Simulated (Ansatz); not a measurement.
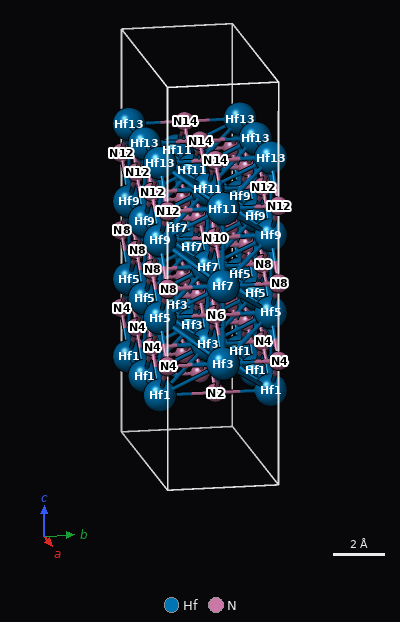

Fig. 1: The structure (ball-and-stick view of the 3 × 1 repeat of the cell, with the vacuum cut short, seen slightly off an axis; atoms are numbered from 1 in the order of the input).

# HfN: a changed input and its effect

System: HfN (slab, 14 atoms in the cell).
Method of the first run: DFT PBEsol, scalar-relativistic, plane waves, PAW, no spin polarisation (Ansatz 0.2.0).

Text and figures count atoms from 1; the logs count them from 0 in places.

The input, the first run:
```yaml
crystal:
  lattice:
    - [3.1830776068, 0.0, 0.0]
    - [0.0, 4.5015515216, 0.0]
    - [0.0, 0.0, 24.5492328204]
  atoms:
    - { symbol: Hf, position: [0.5, 0.0, 0.3055085287] }
    - { symbol: "N", position: [0.5, 0.5, 0.3055085287] }
    - { symbol: Hf, position: [0.0, 0.5, 0.3703390191] }
    - { symbol: "N", position: [0.0, 0.0, 0.3703390191] }
    - { symbol: Hf, position: [0.5, 0.0, 0.4351695096] }
    - { symbol: "N", position: [0.5, 0.5, 0.4351695096] }
    - { symbol: Hf, position: [0.0, 0.5, 0.5] }
    - { symbol: "N", position: [0.0, 0.0, 0.5] }
    - { symbol: Hf, position: [0.5, 0.0, 0.5648304904] }
    - { symbol: "N", position: [0.5, 0.5, 0.5648304904] }
    - { symbol: Hf, position: [0.0, 0.5, 0.6296609809] }
    - { symbol: "N", position: [0.0, 0.0, 0.6296609809] }
    - { symbol: Hf, position: [0.5, 0.0, 0.6944914713] }
    - { symbol: "N", position: [0.5, 0.5, 0.6944914713] }
basis:
  ecutwfc: 420
kpoints:
  mp_grid: { grid: [11, 8, 1] }
hamiltonian:
  xc: pbesol
scf:
  occupations: { method: gaussian, width: 0.1 }
  max_iter: 74
output:
  forces: true
  stress: true
  eigenvalues: true
efield:
  axis: 3
  dipole_correction: true
  ramp_width: 0.04
  amplitude: 4.0
```

Command:
```bash
ansatz run input.yaml --threads 2 --pin off --max-ram 4096MiB --backend cpu --events-out ev --progress --plain --runs-dir out
```

Hardware: 2 threads of Intel Xeon (Granite Rapids), 64 GiB of memory available, shared host.

Output, shortened to warnings, some set-up lines, iterations and results (the first run):
```
WARN: efield: at this solve's end the planar-averaged density reaches 5.85e-3 e/Å³ inside the ramp window [0.9393, 0.1569] (bound 1e-5 e/Å³); the window's nearer edge stands 3.65 Å from this solve's nearest atom along the axis. Its free energy, forces, stress, dipole, levels and responses can be off, and this figure does not tell by how much. The cell may have no vacuum along `efield.axis`. A …
Basis set: ecut = 420 eV, 6855 PW (Γ), exchange–correlation on 48×64×360 points (8 copies of the dense FFT grid, shifted against one another)
Symmetry: 4 space group operations
k-points: 30 of 88
Initial density: superposition of atomic densities (neutral atoms: chi_scale 0, normalization atom, screened)
[...]
SCF iter   1: F=—  HF=-111884.141466 eV  |F-HF|=—  |Δ(HF+E_count)|=         —  Δρ=1.05e-1  dr2=1.18e2  ethr=3.10e-3  p=4.468 e·Å  D=2.30e0 V/Å  ΔV_dip=-56.42 eV  …
SCF iter   2: F=—  HF=-111990.033985 eV  |F-HF|=—  |Δ(HF+E_count)|=    1.06e2  Δρ=2.33e-1  dr2=4.81e3  ethr=3.10e-3  p=3.060 e·Å  D=1.57e0 V/Å  ΔV_dip=-38.65 eV  …
SCF iter   3: F=—  HF=-111873.401328 eV  |F-HF|=—  |Δ(HF+E_count)|=    1.17e2  Δρ=6.39e-2  dr2=6.81e1  ethr=3.10e-3  p=4.471 e·Å  D=2.30e0 V/Å  ΔV_dip=-56.47 eV  …
SCF iter   4: F=—  HF=-111866.648239 eV  |F-HF|=—  |Δ(HF+E_count)|=    6.75e0  Δρ=1.63e-2  dr2=7.40e0  ethr=3.10e-3  p=4.734 e·Å  D=2.44e0 V/Å  ΔV_dip=-59.78 eV  …
SCF iter   5: F=—  HF=-111865.467286 eV  |F-HF|=—  |Δ(HF+E_count)|=    1.18e0  Δρ=6.56e-3  dr2=2.11e0  ethr=3.10e-3  p=4.557 e·Å  D=2.34e0 V/Å  ΔV_dip=-57.55 eV  …
[... 7 lines ...]
SCF iter  13: F=—  HF=-111864.907928 eV  |F-HF|=—  |Δ(HF+E_count)|=   2.46e-5  Δρ=4.18e-5  dr2=1.53e-5  ethr=5.34e-8  p=4.374 e·Å  D=2.25e0 V/Å  ΔV_dip=-55.23 eV  …
SCF iter  14: F=—  HF=-111864.908051 eV  |F-HF|=—  |Δ(HF+E_count)|=   1.23e-4  Δρ=2.11e-5  dr2=4.38e-6  ethr=7.07e-9  p=4.374 e·Å  D=2.25e0 V/Å  ΔV_dip=-55.23 eV  …
SCF iter  15: F=—  HF=-111864.908052 eV  |F-HF|=—  |Δ(HF+E_count)|=   3.83e-7  Δρ=8.00e-6  dr2=4.81e-7  ethr=2.02e-9  p=4.374 e·Å  D=2.25e0 V/Å  ΔV_dip=-55.24 eV  …
SCF iter  16: F=-111864.908052 eV  HF=-111864.908052 eV  |F-HF|=7.99e-8  |Δ(HF+E_count)|=   1.67e-7  Δρ=3.08e-6  dr2=3.79e-8  ethr=4.61e-11  p=4.374 e·Å  D=2.25e0 V/Å  …
SCF 1 converged in 16 iterations: F = -111864.908052 eV  dr2 = 3.79e-8
SCF converged after 16 iterations
Free energy (F): -111864.908052 eV
Harris-Foulkes:  -111864.908052 eV  (|F-HF|=7.99e-8)
Internal energy: -111864.876253 eV  (E = F + TS)
E sigma→0 (E₀):  -111864.892152 eV
Entropy (-TS):   -0.031799 eV (-2.271 meV/atom)
Fermi energy:    7.573432 eV
Dipole field:    D = 2.250151 V/Å  (p = 4.374187 e·Å, saw-weighted, corrected)
Work function:   not extracted (applied field tilts the vacuum); planar V_es + V_field profile in the machine report
Levels:          The Fermi level and band energies are counted from a zero that moves with the ramp; work functions are not
Vacuum region:   at the solve's end the planar-averaged density reaches 5.85e-3 e/Å³ inside the ramp window [0.9393, 0.1569] (bound 1e-5 e/Å³)
--- Per-component energies (eV) ---
  E_band       = -2202.690368
  E_kinetic    = 3876.299510
  E_local      = -399323.743993  (includes V_loc(G=0)·N_el)
  E_nonlocal   = -8349.471290
  E_hartree    = 197093.194238
  E_xc         = -2502.623838
  E_vxc        = -2397.530975  (∫ρ·V_xc dr)
  E_paw        = -48503.823131  (= ΣΔE_a)
  E_vpaw       = 9812.993382  (= ΣTr[D̂ρ^β])
  E_aug_tail   = 0.000640  (compensation charges beyond the density's cutoff)
  E_efield     = -12.575457  (sawtooth field / dipole correction)
  E_vefield    = -7.654168  (∫n·V_field dr)
  E_ewald      = 145848.912735
  E_core_change = 8.954333  (= ΣΔE_core)
  E_smearing   = -0.031799  (= −TS)
  E_closure    = -0.000000  (closes the sum)
  Σ components = -111864.908052   (vs F -111864.908052, Δ=0.00e0)
--- Forces (eV/Å), atoms counted from 1 ---
  atom   1  Hf     0.00000000     0.00000000     0.41419020
  atom   2  N      0.00000000     0.00000000     1.30268617
  atom   3  Hf     0.00000000     0.00000000    -1.47150963
  atom   4  N      0.00000000     0.00000000    -0.60245402
  atom   5  Hf     0.00000000     0.00000000    -0.52726159
  atom   6  N      0.00000000     0.00000000     0.22486216
  atom   7  Hf     0.00000000     0.00000000    -0.02892484
  atom   8  N      0.00000000     0.00000000     0.06184054
  atom   9  Hf     0.00000000     0.00000000     0.47434676
  atom  10  N      0.00000000     0.00000000    -0.16426224
  atom  11  Hf     0.00000000     0.00000000     1.60028177
  atom  12  N      0.00000000     0.00000000     0.76359636
  atom  13  Hf     0.00000000     0.00000000    -0.07494794
  atom  14  N      0.00000000     0.00000000    -1.59276770
  max |Σ_I F_I| component: 3.80e-1 eV/Å
--- Stress (GPa, compression-positive) ---
        2.961556       0.000000       0.000000
        0.000000      -2.923988       0.000000
        0.000000       0.000000       0.867049
  P = ⅓ Tr σ = 0.3015 GPa (3.015 kbar)
```

For the second run the input was changed thus:
```diff
-  ecutwfc: 420
+  ecutwfc: 200
-  max_iter: 74
-  amplitude: 4.0
```

Predict how the results change.

The free energy of the second run is 5045.7 meV per atom higher, which comes mainly from the change of cutoff or grids; a solver setting shouldn't move a converged energy. The largest force goes from 1.600 to 1.507 eV/Å. More plane waves can only lower the energy of a fixed Hamiltonian, so the higher cutoff gives the lower value. The SCF takes 10 iterations against 16. The plane waves at Γ go from 6855 to 2253. On the same kind of shared host the second run took about 0.15 times as long.

Output, shortened to warnings, some set-up lines, iterations and results (the second run):
```
Warning: basis.ecutwfc = 200 eV is below the records' recommended 420 eV, and the density's cutoff is lower with it unless basis.ecutrho_ratio is high enough to keep the records' density cutoff: compare with a run at a higher cutoff
WARN: efield: at this solve's end the planar-averaged density reaches 5.51e-5 e/Å³ inside the ramp window [0.9393, 0.0607] (bound 1e-5 e/Å³), and 4.91e-5 e/Å³ on another of its planes; the window's nearer edge stands 6.01 Å from this solve's nearest atom along the axis. Its work functions, free energy, forces, stress, dipole, levels and responses can be off, and this figure does not tell by how …
Basis set: ecut = 200 eV, 2253 PW (Γ), exchange–correlation on 30×48×240 points (8 copies of the dense FFT grid, shifted against one another)
Symmetry: 4 space group operations
k-points: 30 of 88
Initial density: superposition of atomic densities (neutral atoms: chi_scale 0, normalization atom), corrected by the library's trained network
[...]
SCF iter   1: F=—  HF=-111807.022184 eV  |F-HF|=—  |Δ(HF+E_count)|=         —  Δρ=6.46e-2  dr2=1.10e1  ethr=1.77e-3  p=0.000 e·Å  D=3.46e-13 V/Å  ΔV_dip=-0.00 eV  …
SCF iter   2: F=—  HF=-111797.324729 eV  |F-HF|=—  |Δ(HF+E_count)|=    9.70e0  Δρ=4.96e-2  dr2=7.12e0  ethr=1.77e-3  p=0.000 e·Å  D=1.02e-5 V/Å  ΔV_dip=-0.00 eV  …
SCF iter   3: F=—  HF=-111794.292872 eV  |F-HF|=—  |Δ(HF+E_count)|=    3.03e0  Δρ=4.59e-3  dr2=7.22e-2  ethr=1.77e-3  p=0.000 e·Å  D=5.80e-6 V/Å  ΔV_dip=-0.00 eV  …
SCF iter   4: F=—  HF=-111794.274328 eV  |F-HF|=—  |Δ(HF+E_count)|=   1.85e-2  Δρ=2.29e-3  dr2=2.12e-2  ethr=3.33e-5  p=0.000 e·Å  D=4.63e-6 V/Å  ΔV_dip=-0.00 eV  …
SCF iter   5: F=—  HF=-111794.270098 eV  |F-HF|=—  |Δ(HF+E_count)|=   4.23e-3  Δρ=3.96e-4  dr2=1.14e-3  ethr=9.77e-6  p=0.000 e·Å  D=3.43e-6 V/Å  ΔV_dip=-0.00 eV  …
SCF iter   6: F=—  HF=-111794.270091 eV  |F-HF|=—  |Δ(HF+E_count)|=   7.04e-6  Δρ=1.46e-4  dr2=1.40e-4  ethr=5.28e-7  p=0.000 e·Å  D=2.06e-6 V/Å  ΔV_dip=-0.00 eV  …
SCF iter   7: F=—  HF=-111794.270214 eV  |F-HF|=—  |Δ(HF+E_count)|=   1.24e-4  Δρ=6.88e-5  dr2=6.72e-5  ethr=6.45e-8  p=0.000 e·Å  D=7.99e-7 V/Å  ΔV_dip=-0.00 eV  …
SCF iter   8: F=—  HF=-111794.268240 eV  |F-HF|=—  |Δ(HF+E_count)|=   1.97e-3  Δρ=3.87e-5  dr2=6.33e-6  ethr=3.10e-8  p=0.000 e·Å  D=3.75e-7 V/Å  ΔV_dip=-0.00 eV  …
SCF iter   9: F=—  HF=-111794.268239 eV  |F-HF|=—  |Δ(HF+E_count)|=   3.71e-7  Δρ=8.12e-6  dr2=2.39e-7  ethr=2.92e-9  p=0.000 e·Å  D=1.30e-7 V/Å  ΔV_dip=-0.00 eV  …
SCF iter  10: F=-111794.268239 eV  HF=-111794.268239 eV  |F-HF|=7.31e-9  |Δ(HF+E_count)|=   1.52e-8  Δρ=3.04e-6  dr2=2.87e-8  ethr=4.61e-11  p=0.000 e·Å  D=5.11e-8 V/Å  …
SCF 1 converged in 10 iterations: F = -111794.268239 eV  dr2 = 2.87e-8
SCF converged after 10 iterations
Free energy (F): -111794.268239 eV
Harris-Foulkes:  -111794.268239 eV  (|F-HF|=7.31e-9)
Internal energy: -111794.237293 eV  (E = F + TS)
E sigma→0 (E₀):  -111794.252766 eV
Entropy (-TS):   -0.030947 eV (-2.210 meV/atom)
Fermi energy:    8.688629 eV
Dipole field:    D = 0.000003 V/Å  (p = 0.000006 e·Å, saw-weighted, corrected)
Work function:   Φ+ = 3.9585 eV (in doubt: plateau slope 1.5e-2 eV/Å)   Φ− = 3.9609 eV (in doubt: plateau slope 1.3e-2 eV/Å)
Levels:          The Fermi level and band energies are counted from a zero that moves with the ramp; work functions are not
Vacuum region:   at the solve's end the planar-averaged density reaches 5.51e-5 e/Å³ inside the ramp window [0.9393, 0.0607] (bound 1e-5 e/Å³), and 4.91e-5 e/Å³ on another of its planes
--- Per-component energies (eV) ---
  E_band       = -2609.560950
  E_kinetic    = 4006.372549
  E_local      = -399500.893017  (includes V_loc(G=0)·N_el)
  E_nonlocal   = -7902.123327
  E_hartree    = 197298.911616
  E_xc         = -2534.186204
  E_vxc        = -2438.716225  (∫ρ·V_xc dr)
  E_paw        = -49020.204515  (= ΣΔE_a)
  E_vpaw       = 8627.992366  (= ΣTr[D̂ρ^β])
  E_aug_tail   = 0.018537  (compensation charges beyond the density's cutoff)
  E_efield     = 0.000000  (sawtooth field / dipole correction)
  E_vefield    = 0.000000  (∫n·V_field dr)
  E_ewald      = 145848.912735
  E_core_change = 8.954333  (= ΣΔE_core)
  E_smearing   = -0.030947  (= −TS)
  E_closure    = 0.000000  (closes the sum)
  Σ components = -111794.268239   (vs F -111794.268239, Δ=0.00e0)
--- Forces (eV/Å), atoms counted from 1 ---
  atom   1  Hf     0.00000000     0.00000000     1.10787773
  atom   2  N      0.00000000     0.00000000     1.16660482
  atom   3  Hf     0.00000000     0.00000000    -1.50666159
  atom   4  N      0.00000000     0.00000000    -0.75478694
  atom   5  Hf     0.00000000     0.00000000    -0.43598585
  atom   6  N      0.00000000     0.00000000     0.26143827
  atom   7  Hf     0.00000000     0.00000000     0.00000022
  atom   8  N      0.00000000     0.00000000    -0.00000027
  atom   9  Hf     0.00000000     0.00000000     0.43598531
  atom  10  N      0.00000000     0.00000000    -0.26143797
  atom  11  Hf     0.00000000     0.00000000     1.50666105
  atom  12  N      0.00000000     0.00000000     0.75478592
  atom  13  Hf     0.00000000     0.00000000    -1.10787690
  atom  14  N      0.00000000     0.00000000    -1.16660552
  max |Σ_I F_I| component: 1.70e-6 eV/Å
--- Stress (GPa, compression-positive) ---
       -2.644035       0.000000       0.000000
        0.000000      -7.313451       0.000000
        0.000000       0.000000      -3.197758
  P = ⅓ Tr σ = -4.3851 GPa (-43.851 kbar)
```

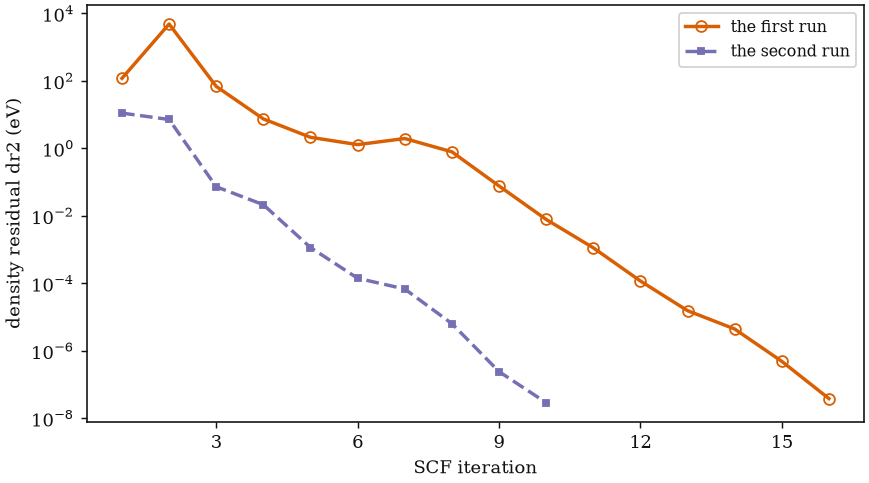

Fig. 2: Convergence of the two runs: density residual dr2 against the SCF iteration. The first run takes 16 iterations in all, and the second run takes 10.

The two runs side by side:

```tsv
quantity	the first run	the second run
outcome	converged	converged
free energy per atom (eV)	−7990.3506	−7985.3049
energy per atom, smearing taken to zero (eV)	−7990.3494	−7985.3038
gap on the mesh (eV)	0.00	0.00
largest force (eV/Å)	1.600	1.507
SCF iterations	16	10
irreducible k-points	30	30
plane waves at Γ	6855	2253
work function (eV)	–	3.96
wall time (shared host)	1.8 min	17 s
```

For both runs: Spin–orbit coupling is left out, which matters for Hf. The cell holds an odd number of electrons but the run has no spin polarisation, so it comes out as a metal. For the first run: Warnings: the density in the vacuum is higher than it should be, so vacuum levels may be off. For the second run: Warnings: the cutoff is below the recommended one; the density in the vacuum is higher than it should be, so vacuum levels may be off.
